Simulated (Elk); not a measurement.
# Polar Kerr effect of VPt3, part 2 of 2

Aim: the polar Kerr rotation of VPt3 from the optical conductivity tensor.

Elk 11.2.3 (patched build); LDA (Perdew-Wang); all-electron APW+lo, Dirac cores, scalar-relativistic bands with second-variational spin-orbit coupling.

So far. Step 2 (Self-consistent run): After 24 cycles the largest moment stands at 1.21 μB.

**4. Optics with a broadening of 0.30 eV (continued)**

Intraband term left out, so in a metal the low energies lack the Drude part. The polar Kerr angle by photon energy; values in degrees:

| photon energy (eV) | rotation | ellipticity |
| --- | --- | --- |
| 0.0 | 0 | 0 |
| 0.5 | 0.457 | 0.0277 |
| 1.0 | 0.437 | 0.226 |
| 1.5 | 0.238 | 0.461 |
| 2.0 | -0.00683 | 0.483 |
| 2.5 | -0.331 | 0.481 |
| 3.0 | -0.417 | 0.00842 |
| 3.5 | -0.220 | -0.164 |
| 4.0 | -0.0311 | -0.166 |
| 4.5 | -0.0924 | -0.0682 |
| 5.0 | -0.0523 | -0.239 |
| 5.5 | 0.172 | -0.194 |
| 6.0 | 0.152 | -0.105 |
| 6.5 | 0.276 | -0.0353 |
| 7.0 | 0.184 | 0.133 |
| 7.5 | 0.0860 | 0.101 |
| 8.0 | 0.0467 | 0.240 |

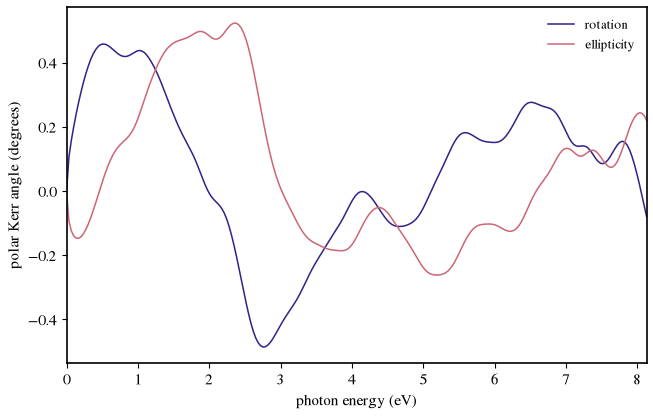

Polar Kerr angle against photon energy.

Intraband term left out, so in a metal the low energies lack the Drude part. The optical conductivity by photon energy:

| photon energy (eV) | Re sigma xx (S/cm) | Im sigma xx (S/cm) | Re sigma xy (S/cm) | Im sigma xy (S/cm) | Re sigma zz (S/cm) | Im sigma zz (S/cm) |
| --- | --- | --- | --- | --- | --- | --- |
| 0 | 5770 | 0 | -514 | 0 | 5675 | 0 |
| 1 | 6411 | -1197 | -219 | -324 | 6342 | -1264 |
| 2 | 9867 | -787 | 314 | -399 | 9828 | -856 |
| 3 | 9128 | 3576 | 91.5 | 337 | 9115 | 3534 |
| 4 | 5821 | 4153 | -75.3 | 5.51 | 5815 | 4135 |
| 5 | 4855 | 2991 | -67.1 | 15.4 | 4852 | 2959 |
| 6 | 4445 | 2169 | -27.1 | -26.9 | 4453 | 2151 |
| 7 | 4526 | 1448 | 8.42 | -40.6 | 4522 | 1432 |
| 8 | 4969 | 1664 | 40.0 | -27.1 | 4963 | 1649 |

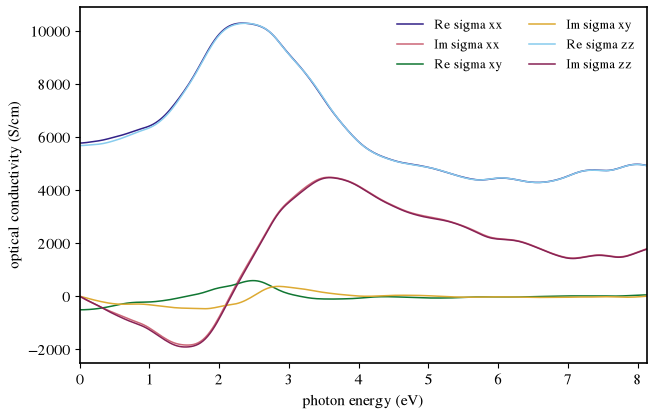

Optical conductivity against photon energy.

**5. Optics with a broadening of 0.20 eV**

The broadening stands for the lifetime of the excited states; it lowers and widens the peaks.

File elk.in:

```
tasks
  121
  122

xctype
  3

rgkmax
  7.0

nempty
  14

swidth
  0.0075

reducebf
  0.5

epsengy
  1e-05

maxscl
  100

lmaxi
  3

spinpol
  .true.

spinorb
  .true.

cmagz
  .true.

intraband
  .false.

sppath
  './'

avec
  5.76777062200 -1.54546948030 4.22230114170
  -1.54546948030 5.76777062200 4.22230114170
  -4.22230114170 -4.22230114170 4.22230114170

atoms
  2
  'V.in'
  1
  0.0000000000 0.0000000000 0.0000000000   0.000000 0.000000 -0.000045
  'Pt.in'
  3
  0.0000000000 0.5000000000 0.5000000000   0.000000 0.000000 -0.000018
  0.5000000000 0.0000000000 0.5000000000   0.000000 0.000000 -0.000018
  0.5000000000 0.5000000000 0.0000000000   0.000000 0.000000 -0.000018

ngridk
  10 10 10

wplot
  240 100 0
  0.00000 0.30000

optcomp
  1 1
  1 2
  3 3
```

Command:

```sh
> OMP_NUM_THREADS=4 elk
```

Output:

```text
┌─────────────────────────────────┐
│ Elk code version 11.2.3 started │
└─────────────────────────────────┘

┌────────────────────┐
│ Current task : 121 │
└────────────────────┘

Info(checkmt): changed muffin-tin radius of species 2 (Pt) from   2.8000 to   2.5606

Info(dielectric):
 dielectric tensor written to EPSILON_ij.OUT
 optical conductivity written to SIGMA_ij.OUT
 for components
  i = 1, j = 1
  i = 1, j = 2
  i = 3, j = 3

┌────────────────────┐
│ Current task : 122 │
└────────────────────┘

Warning(chksvso): spin-orbit splittings by the second variation are low [figures from our tests cut]: local-orbitals by j (lorbdm 7 and 8, zora) mend levels alone

Info(dielectric):
 dielectric tensor written to EPSILON_ij.OUT
 optical conductivity written to SIGMA_ij.OUT
 for components
  i = 1, j = 1
  i = 1, j = 2

Info(moke):
 complex Kerr angle in degrees written to KERR.OUT

┌──────────────────┐
│ Elk code stopped │
└──────────────────┘
```

Elapsed: 1.9 min, on 4 threads of Arm Neoverse V1, shared host; peak memory 0.05 GiB.

Intraband term left out, so in a metal the low energies lack the Drude part. The polar Kerr angle by photon energy; values in degrees:

| photon energy (eV) | rotation | ellipticity |
| --- | --- | --- |
| 0.0 | 0 | 0 |
| 0.5 | 0.529 | 0.0788 |
| 1.0 | 0.497 | 0.230 |
| 1.5 | 0.230 | 0.526 |
| 2.0 | -0.0558 | 0.517 |
| 2.5 | -0.407 | 0.600 |
| 3.0 | -0.462 | -0.0460 |
| 3.5 | -0.223 | -0.202 |
| 4.0 | 0.0108 | -0.218 |
| 4.5 | -0.127 | -0.0374 |
| 5.0 | -0.0865 | -0.293 |
| 5.5 | 0.235 | -0.214 |
| 6.0 | 0.143 | -0.0964 |
| 6.5 | 0.335 | -0.0257 |
| 7.0 | 0.183 | 0.199 |
| 7.5 | 0.0275 | 0.106 |
| 8.0 | 0.0732 | 0.349 |

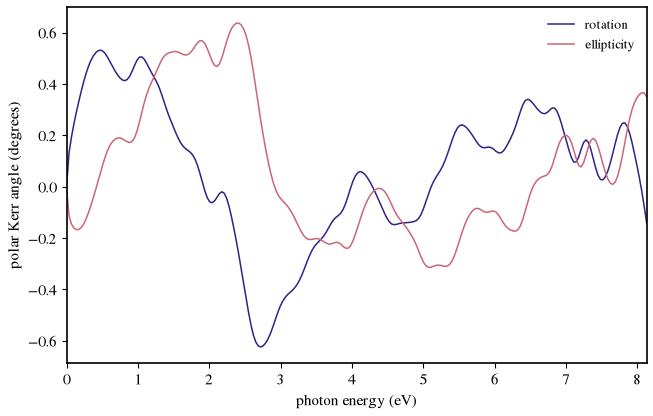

Polar Kerr angle, plotted against photon energy.

**6. The strongest peak**

The largest local extreme of the rotation above 1.5 eV, for majority spin along +z:

| broadening (eV) | energy (eV) | rotation (°) | ellipticity (°) | rotation at 1.96 eV (°) |
| --- | --- | --- | --- | --- |
| 0.30 | 2.76 | -0.486 | 0.218 | 0.011 |
| 0.20 | 2.72 | -0.624 | 0.258 | -0.033 |

**7. What came out**

| Quantity | Value |
| --- | --- |
| net spin moment | 1.24 μB a cell |
| strongest peak above 1.5 eV | -0.49° at 2.8 eV |
| rotation at 1.96 eV | 0.011° |

Above 1.5 eV the rotation peaks at 2.76 eV, with -0.49° for majority spin along +z at a broadening of 0.30 eV. The run's majority spin points along +z; the magnetisation points the other way, and the angle changes sign with it. The intraband (Drude) term is left out, which matters in a metal: most under about 1.5 eV, and higher wherever the diagonal response is small. These are independent-particle spectra on a 10×10×10 mesh, not shown converged.

[Logs and program files are shortened in this print: banners, set-up blocks, solver, clock and traceback lines can be left out without a mark of their own.]

[Logs are printed without paths, hosts, clocks, repeated set-up lines and the standing remarks that a program may print on its own settings, such as how far it seeks lower states.]

[Hosts, paths, dates, database ids (printed as entryN), source tags and the programs' standing remarks are cut or masked in the printed files.]

[Where a cell is said to come from a database of computed structures, the database is the Materials Project.]
